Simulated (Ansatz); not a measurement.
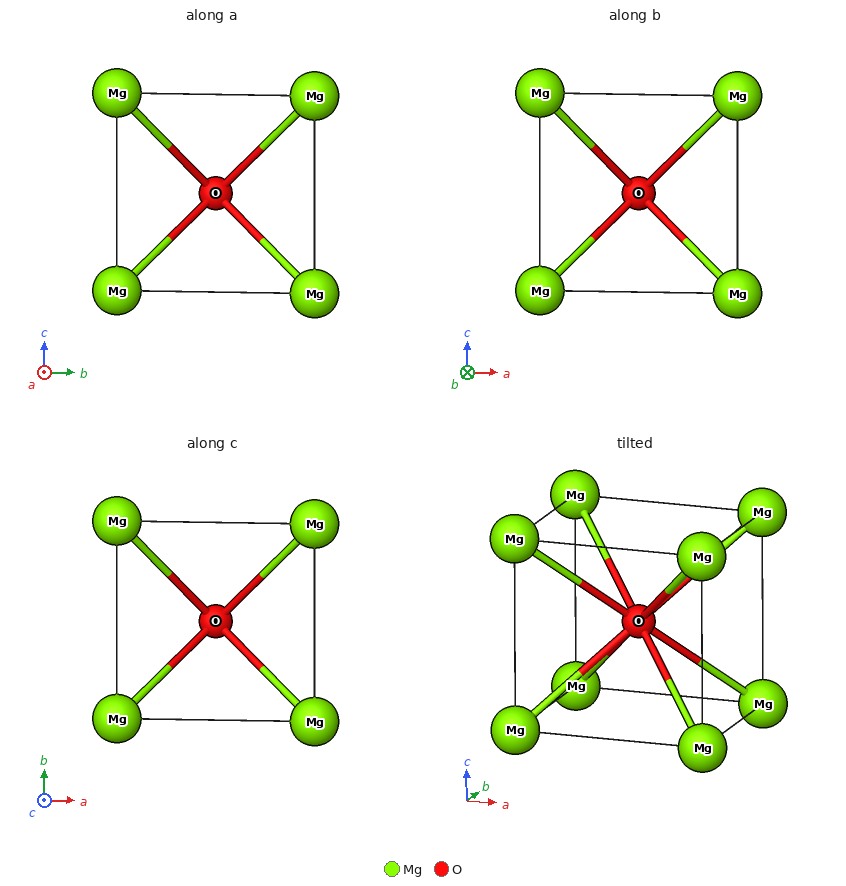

A ball-and-stick rendering, viewed along the a axis, along the b axis, along the c axis and slightly off an axis. One unit cell is framed, with atoms on its boundary repeated.

Lattice parameters: a = 2.604 Å, b = 2.604 Å, c = 2.604 Å, α = 90.87°, β = 90.87°, γ = 90.87°. Put a along x and b in the xy plane.

> Reconstruct the structure as a POSCAR file.

```
Mg O
1.0
     2.604    0.000    0.000
    -0.039    2.603    0.000
    -0.039   -0.040    2.603
Mg O
1 1
Direct
  0.0000 0.0000 0.0000
  0.5000 0.5000 0.5000
```

Its origin is a structure type filled with these elements by a generator (whether the compound takes this form wasn't checked). The cell was then strained or its atoms displaced on purpose. It was run through Ansatz as a DFT input.
